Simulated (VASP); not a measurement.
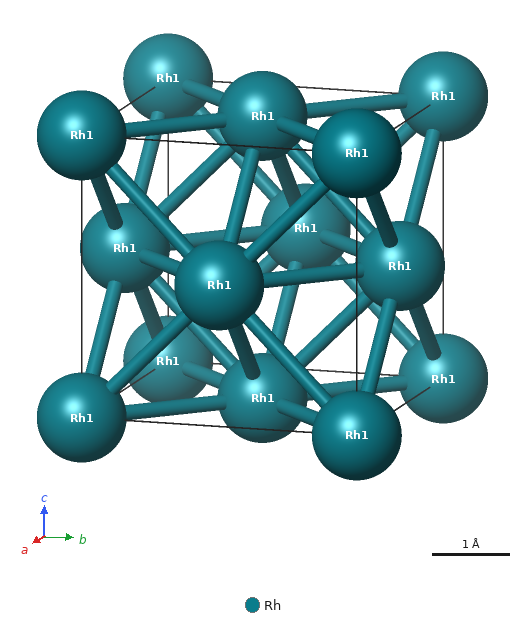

**Figure 1.** The input geometry of run A (ball-and-stick view of the cell 4 times as large as that of the calculation, set on its symmetry axes, seen slightly off an axis; atoms are numbered from 1 in the order of the input).

# Rh: a changed input and its effect

System: Rh (Fm-3m, 1 atom in the cell).
Method of run A: Kohn-Sham DFT of a periodic cell, PBEsol, VASP PAW PBE potentials, recommended, no spin polarisation (VASP 6.6.1).

The structure derives from a Materials Project entry. 

**INCAR, run A**
```
SYSTEM = Rh
PREC     = Accurate       ! precision mode
ENCUT    = 700            ! plane-wave cutoff, eV
EDIFF    = 1E-7           ! SCF threshold, eV
ISMEAR   = 0              ! smearing method
SIGMA    = 0.1            ! smearing width, eV
LREAL    = .False.        ! projectors in reciprocal space
LASPH    = .True.         ! aspherical terms in the spheres
NELM     = 80             ! most SCF steps
ALGO     = Fast           ! electronic algorithm
ISIF     = 2              ! what is computed and relaxed
LWAVE    = .False.        ! write WAVECAR
LCHARG   = .False.        ! write CHGCAR
GGA      = PS             ! functional
```

**KPOINTS, run A**
```
regular mesh
0
Gamma
  18 18 18
  0 0 0
```

**POSCAR, run A**
```
Rh
1.0
    0.0000000000      1.8896100000      1.8896100000
    1.8896100000      0.0000000000      1.8896100000
    1.8896100000      1.8896100000      0.0000000000
Rh
1
Direct
    0.0000000000      0.0000000000      0.0000000000
```

Command:
```bash
cat potpaw_PBE.64/Rh_pv/POTCAR > POTCAR
mpirun -np 1 vasp_std > vasp.out
```

Hardware: 1 thread of AMD EPYC (Zen 4), 64 GiB of memory available, shared host.

**OSZICAR and lines of OUTCAR (run A)**
```
N       E                     dE             d eps       ncg     rms          rms(c)
DAV:   1     0.136942666222E+03    0.13694E+03   -0.11129E+04  4290   0.183E+03
DAV:   2    -0.694119305621E+01   -0.14388E+03   -0.13779E+03  4428   0.437E+02
DAV:   3    -0.876464384307E+01   -0.18235E+01   -0.18083E+01  4938   0.546E+01
DAV:   4    -0.877614714931E+01   -0.11503E-01   -0.11501E-01  4755   0.448E+00
DAV:   5    -0.877632805551E+01   -0.18091E-03   -0.18090E-03  4898   0.522E-01    0.116E+01
RMM:   6    -0.816752827795E+01    0.60880E+00   -0.13524E+00  4410   0.139E+01    0.371E+00
RMM:   7    -0.814657985243E+01    0.20948E-01   -0.72548E-02  4516   0.299E+00    0.160E+00
RMM:   8    -0.814289431851E+01    0.36855E-02   -0.16577E-02  4694   0.182E+00    0.389E-01
RMM:   9    -0.814174210176E+01    0.11522E-02   -0.26950E-03  4995   0.681E-01    0.261E-02
RMM:  10    -0.814175153228E+01   -0.94305E-05   -0.25049E-04  5018   0.234E-01    0.146E-02
RMM:  11    -0.814175347440E+01   -0.19421E-05   -0.41008E-05  5120   0.105E-01    0.738E-03
RMM:  12    -0.814175229993E+01    0.11745E-05   -0.12126E-05  5213   0.557E-02    0.443E-03
RMM:  13    -0.814175282631E+01   -0.52639E-06   -0.35691E-06  5182   0.315E-02    0.693E-04
RMM:  14    -0.814175288773E+01   -0.61416E-07   -0.11271E-06  4350   0.152E-02    0.329E-04
RMM:  15    -0.814175290921E+01   -0.21481E-07   -0.16722E-07  3302   0.649E-03
   1 F= -.81417529E+01 E0= -.81384616E+01  d E =-.658270E-02
[... from OUTCAR:]
  free energy    TOTEN  =        -8.14175291 eV
  energy without entropy =       -8.13517021  energy(sigma->0) =       -8.13846156
 E-fermi :  12.1084     XC(G=0): -14.3392     alpha+bet :-19.1402
  free  energy   TOTEN  =        -8.1417529092 eV
  energy  without entropy=       -8.1351702097  energy(sigma->0) =       -8.13846156
```

The input of run B differs as follows (lines with − go, lines with + come):
```diff
-ENCUT    = 700            ! plane-wave cutoff, eV
+ENCUT    = 520            ! plane-wave cutoff, eV
-ALGO     = Fast           ! electronic algorithm
+ALGO     = Normal         ! electronic algorithm
-GGA      = PS             ! functional
+METAGGA  = R2SCAN         ! meta-GGA
+LMIXTAU  = .True.
```

Predict how the results change.

The total energies belong to different methods, so their difference says nothing on which is more stable or more accurate. The pressure goes from 0.17 to 6.14 GPa. The functional changes from PBEsol to R2SCAN. The SCF takes 17 iterations against 15. The plane waves at Γ go from 588.0 to 375.0. On the same kind of shared host run B took about 3 times as long.

**OSZICAR and lines of OUTCAR (run B)**
```
N       E                     dE             d eps       ncg     rms          rms(c)
DAV:   1     0.981214962526E+02    0.98121E+02   -0.95419E+03  4306   0.150E+03
DAV:   2    -0.275169997198E+02   -0.12564E+03   -0.12059E+03  4404   0.401E+02
DAV:   3    -0.290916174026E+02   -0.15746E+01   -0.15647E+01  5097   0.514E+01
DAV:   4    -0.291013000211E+02   -0.96826E-02   -0.96805E-02  4815   0.412E+00
DAV:   5    -0.291014899636E+02   -0.18994E-03   -0.18993E-03  5287   0.494E-01    0.134E+01
DAV:   6    -0.238543319154E+02    0.52472E+01   -0.62729E+00  4551   0.387E+01    0.297E+00
DAV:   7    -0.241244047885E+02   -0.27007E+00   -0.51117E-01  4443   0.111E+01    0.244E+00
DAV:   8    -0.241302054181E+02   -0.58006E-02   -0.43575E-02  4650   0.293E+00    0.596E-01
DAV:   9    -0.241342660070E+02   -0.40606E-02   -0.20033E-02  4740   0.167E+00    0.163E-01
DAV:  10    -0.241345439588E+02   -0.27795E-03   -0.31348E-03  4848   0.623E-01    0.133E-01
DAV:  11    -0.241346082247E+02   -0.64266E-04   -0.51484E-04  4929   0.333E-01    0.267E-02
DAV:  12    -0.241346535497E+02   -0.45325E-04   -0.54693E-05  4839   0.834E-02    0.245E-02
DAV:  13    -0.241346201253E+02    0.33424E-04   -0.41672E-05  4914   0.986E-02    0.625E-03
DAV:  14    -0.241346350706E+02   -0.14945E-04   -0.67116E-06  4860   0.234E-02    0.156E-03
DAV:  15    -0.241346334435E+02    0.16271E-05   -0.16157E-07  4846   0.425E-03    0.906E-04
DAV:  16    -0.241346343845E+02   -0.94100E-06   -0.17259E-08  2943   0.170E-03    0.643E-04
DAV:  17    -0.241346343070E+02    0.77519E-07   -0.46714E-08  3060   0.239E-03
   1 F= -.24134634E+02 E0= -.24131345E+02  d E =-.657806E-02
[... from OUTCAR:]
  free energy    TOTEN  =       -24.13463431 eV
  energy without entropy =      -24.12805625  energy(sigma->0) =      -24.13134528
 E-fermi :  12.0861     XC(G=0): -15.3477     alpha+bet :-19.1402
  free  energy   TOTEN  =       -24.1346343070 eV
  energy  without entropy=      -24.1280562451  energy(sigma->0) =      -24.13134528
```

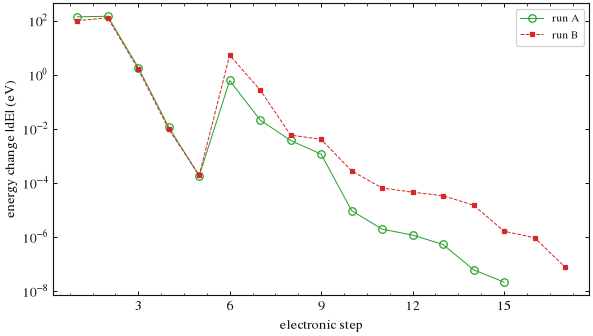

**Figure 2.** Convergence of the two runs: energy change |dE| against the electronic step. Run A takes 15 steps in all, and run B takes 17.

**The two runs side by side**

| quantity | run A | run B |
| --- | --- | --- |
| outcome | converged | converged |
| free energy per atom (eV) | −8.1418 | −24.1346 |
| energy per atom, smearing taken to zero (eV) | −8.1385 | −24.1313 |
| gap on the mesh (eV) | 0.00 | 0.00 |
| pressure (GPa) | 0.17 | 6.14 |
| largest force (eV/Å) | 0.000 | 0.000 |
| SCF iterations | 15 | 17 |
| irreducible k-points | 195 | 195 |
| plane waves at Γ | 588 | 375 |

For run B: The cell is under a pressure of 6.1 GPa at this level, so it is not at its equilibrium volume.
